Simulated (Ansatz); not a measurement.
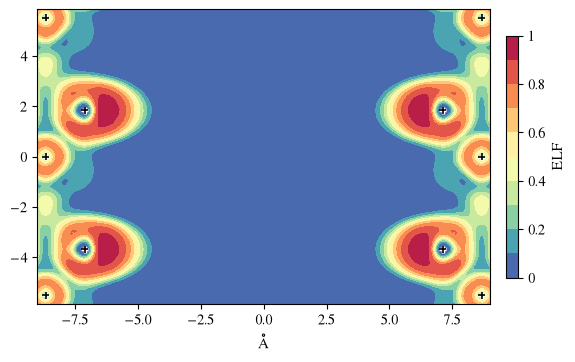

The electron localisation function on a plane through atoms (crosses mark nuclei in the plane).

Level of theory: Kohn-Sham DFT of a periodic cell, r2SCAN, Ansatz PAW in Ansatz.

Candidates:
A. TiAl3, a = 4.03 Å, b = 4.03 Å, c = 4.03 Å, α = 90.00°, β = 90.00°, γ = 90.00°. Space group Pm-3m; a structure from a database of computed crystals, not necessarily the ambient phase; computed pressure about −6 GPa in this cell.
B. MoS2, a = 3.18 Å, b = 3.18 Å, c = 17.33 Å, α = 90.00°, β = 90.00°, γ = 120.00°. Space group P-6m2; a structure from a database of computed crystals, not necessarily the ambient phase.

Question: Which system is this?

Answer: Candidate B: MoS2 on the (110) plane of the conventional cell, which holds Mo and S. Mo–S (2.41 Å): the ELF peaks at about 0.85 in the valence shell of S, 0.8 Å from its nucleus, and is about 0.45 at the midpoint.
